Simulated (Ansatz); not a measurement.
**What a change does: single-point calculation on CoO**

System: CoO (8 atoms in the cell).
Method of the first run: DFT, LDA, PAW, plane waves, scalar-relativistic (Ansatz 0.2.0).

The structure derives from an entry of the Crystallography Open Database. Text and figures count atoms from 1; the logs count them from 0 in places.

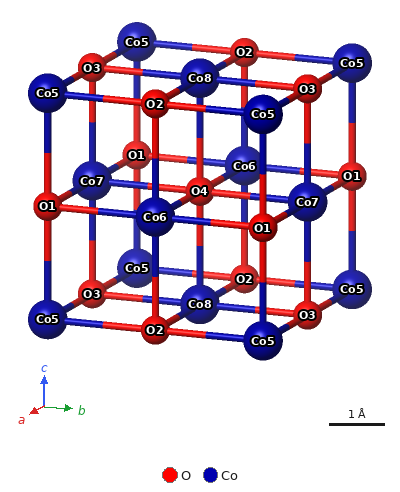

**Figure 1.** The input geometry (ball-and-stick view of the cell of the calculation, seen slightly off an axis; atoms are numbered from 1 in the order of the input). Near neighbours in the crystal (not all of them lie inside the picture): O has 6 Co at 2.13 Å; Co has 6 O at 2.13 Å.

**The input, the first run**
```yaml
crystal:
  lattice:
    - [4.258, 0.0, 0.0]
    - [0.0, 4.258, 0.0]
    - [0.0, 0.0, 4.258]
  atoms:
    - { symbol: O, position: [0.0, 0.0, 0.5] }
    - { symbol: O, position: [0.0, 0.5, 0.0] }
    - { symbol: O, position: [0.5, 0.0, 0.0] }
    - { symbol: O, position: [0.5, 0.5, 0.5] }
    - { symbol: Co, position: [0.0, 0.0, 0.0], spin: 3.0, spin_axis: [0.0, 0.0, 3.0] }
    - { symbol: Co, position: [0.0, 0.5, 0.5], spin: 3.0, spin_axis: [0.0, 0.0, -3.0] }
    - { symbol: Co, position: [0.5, 0.0, 0.5], spin: 3.0, spin_axis: [0.0, 0.0, 3.0] }
    - { symbol: Co, position: [0.5, 0.5, 0.0], spin: 3.0, spin_axis: [0.0, 0.0, -3.0] }
hamiltonian:
  xc: lda
  pseudopotentials: { kind: paw }
basis:
  ecutwfc: 420
kpoints:
  mp_grid: { grid: [3, 3, 3] }
scf:
  occupations: { method: fermi_dirac, width: 0.03 }
  lower_state_search: "off"
  max_iter: 150
output:
  forces: true
  stress: true
  write_density: true
  write_potential: true
  elf: true
  volumetric_format: npy
magnetization:
  noncollinear: true
```

Command:
```bash
ansatz run input.yaml --threads 4 --pin off --max-ram 9216MiB --backend cpu --events-out ev --progress --plain --runs-dir out
```

Hardware: 4 threads of Arm Neoverse V1, 24 GiB of memory available, shared host.

**Output, shortened to warnings, some set-up lines, iterations and results (the first run)**
```
Basis set: ecut = 420 eV, 1503 PW (Γ)
Symmetry: 64 space group operations + 64 with time reversal
k-points: 6 of 27
Initial density: superposition of atomic densities (chi_scale 0.1, normalization cell, long waves kept (reshape's long-wave potential 0.00 eV rms))
[...]
SCF iter   1: F=—  HF=-22476.960001 eV  |F-HF|=—  |Δ(HF+E_count)|=         —  Δρ=4.87e-1  dr2=1.53e2  dr2_m=3.02e1  ethr=1.00e-1  |M|=8.13e-17 ∫|m|=3.68e0 μB  |m|>n=0.0e0 …
SCF iter   2: F=—  HF=-22465.975039 eV  |F-HF|=—  |Δ(HF+E_count)|=    1.10e1  Δρ=1.71e-1  dr2=9.82e0  dr2_m=2.03e0  ethr=1.00e-1  |M|=1.22e-16 ∫|m|=1.05e1 μB  |m|>n=0.0e0 …
SCF iter   3: F=—  HF=-22463.883837 eV  |F-HF|=—  |Δ(HF+E_count)|=    2.09e0  Δρ=8.21e-2  dr2=1.85e0  dr2_m=5.01e-2  ethr=1.07e-2  |M|=1.83e-16 ∫|m|=1.01e1 μB  |m|>n=0.0e0 …
SCF iter   4: F=—  HF=-22464.660312 eV  |F-HF|=—  |Δ(HF+E_count)|=   7.76e-1  Δρ=7.50e-2  dr2=2.73e0  dr2_m=9.95e-1  ethr=2.01e-3  |M|=1.42e-16 ∫|m|=8.93e0 μB  |m|>n=0.0e0 …
SCF iter   5: F=—  HF=-22464.438490 eV  |F-HF|=—  |Δ(HF+E_count)|=   2.22e-1  Δρ=1.55e-2  dr2=9.80e-2  dr2_m=2.45e-2  ethr=1.19e-4  |M|=2.64e-16 ∫|m|=9.71e0 μB  |m|>n=0.0e0 …
[... 7 lines ...]
SCF iter  13: F=—  HF=-22464.626687 eV  |F-HF|=—  |Δ(HF+E_count)|=   1.28e-6  Δρ=2.46e-4  dr2=2.94e-5  dr2_m=1.07e-5  ethr=1.42e-7  |M|=4.06e-17 ∫|m|=1.01e1 μB  |m|>n=0.0e0 …
SCF iter  14: F=—  HF=-22464.626687 eV  |F-HF|=—  |Δ(HF+E_count)|=   3.10e-7  Δρ=1.57e-4  dr2=1.06e-5  dr2_m=1.77e-6  ethr=3.20e-8  |M|=1.42e-16 ∫|m|=1.01e1 μB  |m|>n=0.0e0 …
SCF iter  15: F=—  HF=-22464.626685 eV  |F-HF|=—  |Δ(HF+E_count)|=   1.48e-6  Δρ=3.16e-5  dr2=3.11e-7  dr2_m=1.48e-7  ethr=1.15e-8  |M|=2.03e-17 ∫|m|=1.01e1 μB  |m|>n=0.0e0 …
SCF iter  16: F=-22464.626686 eV  HF=-22464.626686 eV  |F-HF|=2.36e-8  |Δ(HF+E_count)|=   5.34e-8  Δρ=8.53e-6  dr2=3.76e-8  dr2_m=9.70e-9  ethr=3.38e-10  |M|=2.03e-17 …
SCF 1 converged in 16 iterations: F = -22464.626686 eV  dr2 = 3.76e-8
  Residual-converged pass: ⟨swp⟩=6.0  Hψ=2914  notcnv=0  max |occ|·‖R‖ = 9.8e-9 eV (tolerance 1.0e-8 eV)  dr2=3.79e-8  dr2_m=9.85e-9  dr2_onsite=1.73e-8  max |Δocc| = 2.1e-10
SCF converged after 16 iterations
Magnetization: |M| = 0.0000 μB,  M = (+0.0000, -0.0000, +0.0000) μB
Absolute magnetization: 10.1223 μB (∫|m|, with the PAW one-centre terms)
  site 0: m = (-0.0000, -0.0000, +0.1077) μB, |m| = 0.1077 μB  (R = 0.88 Å)
  site 1: m = (+0.0000, -0.0000, -0.1077) μB, |m| = 0.1077 μB  (R = 0.88 Å)
  site 2: m = (-0.0000, -0.0000, +0.1077) μB, |m| = 0.1077 μB  (R = 0.88 Å)
  site 3: m = (+0.0000, -0.0000, -0.1077) μB, |m| = 0.1077 μB  (R = 0.88 Å)
  site 4: m = (-0.0000, -0.0000, +2.2949) μB, |m| = 2.2949 μB  (R = 0.88 Å)
  site 5: m = (+0.0000, -0.0000, -2.2949) μB, |m| = 2.2949 μB  (R = 0.88 Å)
  site 6: m = (-0.0000, -0.0000, +2.2949) μB, |m| = 2.2949 μB  (R = 0.88 Å)
  site 7: m = (+0.0000, -0.0000, -2.2949) μB, |m| = 2.2949 μB  (R = 0.88 Å)
Free energy (F): -22464.626686 eV
Harris-Foulkes:  -22464.626686 eV  (|F-HF|=2.36e-8)
Internal energy: -22464.573810 eV  (E = F + TS)
E sigma→0 (E₀):  -22464.600248 eV
Entropy (-TS):   -0.052875 eV (-6.609 meV/atom)
Fermi energy:    13.552109 eV
--- Per-component energies (eV) ---
  E_band       = -1233.399813
  E_kinetic    = 2464.926950
  E_local      = -13743.987447  (includes V_loc(G=0)·N_el)
  E_nonlocal   = 2081.667094
  E_hartree    = 5623.778631
  E_xc         = -901.966831
  E_vxc        = -1167.183356  (∫ρ·V_xc dr)
  E_paw        = -6409.218543  (= ΣΔE_a)
  E_vpaw       = -2116.405253  (= ΣTr[D̂ρ^β])
  E_aug_tail   = 0.010060  (compensation charges beyond the density's cutoff)
  E_ewald      = -11581.844411
  E_core_change = 2.060688  (= ΣΔE_core)
  E_smearing   = -0.052875  (= −TS)
  E_closure    = 0.000000  (closes the sum)
  Σ components = -22464.626686   (vs F -22464.626686, Δ=0.00e0)
--- Forces (eV/Å), atoms counted from 1 ---
  atom   1  O     -0.00000000    -0.00000000    -0.00000000
  atom   2  O      0.00000000    -0.00000000    -0.00000000
  atom   3  O      0.00000000    -0.00000000     0.00000000
  atom   4  O      0.00000000    -0.00000000     0.00000000
  atom   5  Co     0.00000000    -0.00000000    -0.00000000
  atom   6  Co     0.00000000    -0.00000000    -0.00000000
  atom   7  Co     0.00000000    -0.00000000    -0.00000000
  atom   8  Co     0.00000000     0.00000000     0.00000000
  max |Σ_I F_I| component: 7.07e-29 eV/Å
--- Stress (GPa, compression-positive) ---
      -21.663186      -0.000000      -0.000000
        0.000000     -14.823023      -0.000000
       -0.000000      -0.000000     -21.663186
  P = ⅓ Tr σ = -19.3831 GPa (-193.831 kbar)
```

For the second run the input was changed thus:
```diff
-    - { symbol: Co, position: [0.0, 0.5, 0.5], spin: 3.0, spin_axis: [0.0, 0.0, -3.0] }
+    - { symbol: Co, position: [0.0, 0.5, 0.5], spin: 3.0, spin_axis: [0.0, 0.0, 3.0] }
-    - { symbol: Co, position: [0.5, 0.5, 0.0], spin: 3.0, spin_axis: [0.0, 0.0, -3.0] }
+    - { symbol: Co, position: [0.5, 0.5, 0.0], spin: 3.0, spin_axis: [0.0, 0.0, 3.0] }
```

How does the second run compare with the first run?

With the same functional and potentials, the second run lies 56.2 meV per atom lower. The net moment of the cell goes from 0.00 to 12.00 μB. The pressure goes from −19.38 to −17.90 GPa. The SCF takes 14 iterations against 16. The irreducible k-points go from 6 to 4. On the same kind of shared host the second run took about 0.61 times as long.

**Output, shortened to warnings, some set-up lines, iterations and results (the second run)**
```
Basis set: ecut = 420 eV, 1503 PW (Γ)
Symmetry: 192 space group operations + 192 with time reversal
k-points: 4 of 27
Initial density: superposition of atomic densities (chi_scale 0.1, normalization cell, long waves kept (reshape's long-wave potential 0.00 eV rms))
[...]
SCF iter   1: F=—  HF=-22476.866819 eV  |F-HF|=—  |Δ(HF+E_count)|=         —  Δρ=4.70e-1  dr2=1.43e2  dr2_m=3.00e1  ethr=1.00e-1  |M|=3.70e0 ∫|m|=3.71e0 μB  |m|>n=0.0e0 …
SCF iter   2: F=—  HF=-22466.155087 eV  |F-HF|=—  |Δ(HF+E_count)|=    1.07e1  Δρ=1.64e-1  dr2=9.62e0  dr2_m=3.68e0  ethr=1.00e-1  |M|=1.20e1 ∫|m|=1.20e1 μB  |m|>n=0.0e0 …
SCF iter   3: F=—  HF=-22463.873066 eV  |F-HF|=—  |Δ(HF+E_count)|=    2.28e0  Δρ=7.66e-2  dr2=1.97e0  dr2_m=5.87e-2  ethr=1.05e-2  |M|=1.20e1 ∫|m|=1.20e1 μB  |m|>n=0.0e0 …
SCF iter   4: F=—  HF=-22464.733666 eV  |F-HF|=—  |Δ(HF+E_count)|=   8.61e-1  Δρ=8.66e-2  dr2=2.76e0  dr2_m=1.33e0  ethr=2.14e-3  |M|=1.03e1 ∫|m|=1.03e1 μB  |m|>n=0.0e0 …
SCF iter   5: F=—  HF=-22464.723688 eV  |F-HF|=—  |Δ(HF+E_count)|=   9.98e-3  Δρ=2.83e-2  dr2=2.38e-2  dr2_m=1.42e-1  ethr=2.43e-5  |M|=1.20e1 ∫|m|=1.20e1 μB  |m|>n=0.0e0 …
[... 5 lines ...]
SCF iter  11: F=—  HF=-22465.076426 eV  |F-HF|=—  |Δ(HF+E_count)|=   6.09e-5  Δρ=1.20e-4  dr2=3.66e-6  dr2_m=2.43e-6  ethr=2.02e-7  |M|=1.20e1 ∫|m|=1.20e1 μB  |m|>n=0.0e0 …
SCF iter  12: F=—  HF=-22465.076428 eV  |F-HF|=—  |Δ(HF+E_count)|=   2.42e-6  Δρ=7.34e-5  dr2=2.01e-6  dr2_m=5.68e-8  ethr=3.97e-9  |M|=1.20e1 ∫|m|=1.20e1 μB  |m|>n=0.0e0 …
SCF iter  13: F=—  HF=-22465.076428 eV  |F-HF|=—  |Δ(HF+E_count)|=   1.24e-7  Δρ=2.57e-5  dr2=3.81e-7  dr2_m=1.40e-8  ethr=2.19e-9  |M|=1.20e1 ∫|m|=1.20e1 μB  |m|>n=0.0e0 …
SCF iter  14: F=-22465.076428 eV  HF=-22465.076428 eV  |F-HF|=5.11e-9  |Δ(HF+E_count)|=   6.44e-8  Δρ=3.28e-6  dr2=5.09e-9  dr2_m=1.73e-9  ethr=4.14e-10  |M|=1.20e1 …
SCF 1 converged in 14 iterations: F = -22465.076428 eV  dr2 = 5.09e-9
  Residual-converged pass: ⟨swp⟩=5.8  Hψ=1882  notcnv=0  max |occ|·‖R‖ = 9.9e-9 eV (tolerance 1.0e-8 eV)  dr2=6.77e-9  dr2_m=1.95e-9  dr2_onsite=2.71e-8  max |Δocc| = 6.8e-11
SCF converged after 14 iterations
Magnetization: |M| = 12.0000 μB,  M = (+0.0000, -0.0000, +12.0000) μB
Absolute magnetization: 12.0400 μB (∫|m|, with the PAW one-centre terms)
  site 0: m = (-0.0000, +0.0000, +0.3652) μB, |m| = 0.3652 μB  (R = 0.88 Å)
  site 1: m = (-0.0000, +0.0000, +0.3652) μB, |m| = 0.3652 μB  (R = 0.88 Å)
  site 2: m = (-0.0000, +0.0000, +0.3652) μB, |m| = 0.3652 μB  (R = 0.88 Å)
  site 3: m = (-0.0000, +0.0000, +0.3652) μB, |m| = 0.3652 μB  (R = 0.88 Å)
  site 4: m = (+0.0000, -0.0000, +2.5119) μB, |m| = 2.5119 μB  (R = 0.88 Å)
  site 5: m = (+0.0000, -0.0000, +2.5119) μB, |m| = 2.5119 μB  (R = 0.88 Å)
  site 6: m = (+0.0000, -0.0000, +2.5119) μB, |m| = 2.5119 μB  (R = 0.88 Å)
  site 7: m = (+0.0000, -0.0000, +2.5119) μB, |m| = 2.5119 μB  (R = 0.88 Å)
Free energy (F): -22465.076428 eV
Harris-Foulkes:  -22465.076428 eV  (|F-HF|=5.11e-9)
Internal energy: -22465.025011 eV  (E = F + TS)
E sigma→0 (E₀):  -22465.050720 eV
Entropy (-TS):   -0.051416 eV (-6.427 meV/atom)
Fermi energy:    13.544604 eV
--- Per-component energies (eV) ---
  E_band       = -1240.166012
  E_kinetic    = 2463.884901
  E_local      = -13734.175328  (includes V_loc(G=0)·N_el)
  E_nonlocal   = 2079.260582
  E_hartree    = 5615.503655
  E_xc         = -902.194851
  E_vxc        = -1167.496785  (∫ρ·V_xc dr)
  E_paw        = -6407.530244  (= ΣΔE_a)
  E_vpaw       = -2112.658135  (= ΣTr[D̂ρ^β])
  E_aug_tail   = 0.009997  (compensation charges beyond the density's cutoff)
  E_ewald      = -11581.844411
  E_core_change = 2.060688  (= ΣΔE_core)
  E_smearing   = -0.051416  (= −TS)
  E_closure    = 0.000000  (closes the sum)
  Σ components = -22465.076428   (vs F -22465.076428, Δ=0.00e0)
--- Forces (eV/Å), atoms counted from 1 ---
  atom   1  O      0.00000000    -0.00000000     0.00000000
  atom   2  O      0.00000000     0.00000000    -0.00000000
  atom   3  O      0.00000000    -0.00000000    -0.00000000
  atom   4  O      0.00000000    -0.00000000     0.00000000
  atom   5  Co     0.00000000     0.00000000     0.00000000
  atom   6  Co     0.00000000    -0.00000000    -0.00000000
  atom   7  Co     0.00000000    -0.00000000    -0.00000000
  atom   8  Co     0.00000000    -0.00000000    -0.00000000
  max |Σ_I F_I| component: 1.50e-28 eV/Å
--- Stress (GPa, compression-positive) ---
      -17.899990       0.000000       0.000000
       -0.000000     -17.899990      -0.000000
        0.000000       0.000000     -17.899990
  P = ⅓ Tr σ = -17.9000 GPa (-179.000 kbar)
```

**The two runs side by side**

| quantity | the first run | the second run |
| --- | --- | --- |
| outcome | converged | converged |
| free energy per atom (eV) | −2808.0783 | −2808.1346 |
| energy per atom, smearing taken to zero (eV) | −2808.0750 | −2808.1313 |
| net moment of the cell (μB) | 0.00 | 12.00 |
| absolute moment of the cell (μB) | 10.12 | 12.04 |
| pressure (GPa) | −19.38 | −17.90 |
| largest force (eV/Å) | 0.000 | 0.000 |
| SCF iterations | 16 | 14 |
| irreducible k-points | 6 | 4 |
| plane waves at Γ | 1503 | 1503 |
| wall time (shared host) | 15 s | 8.9 s |

For both runs: The k-point mesh is coarse for a cell of this size, so the results may not be converged.
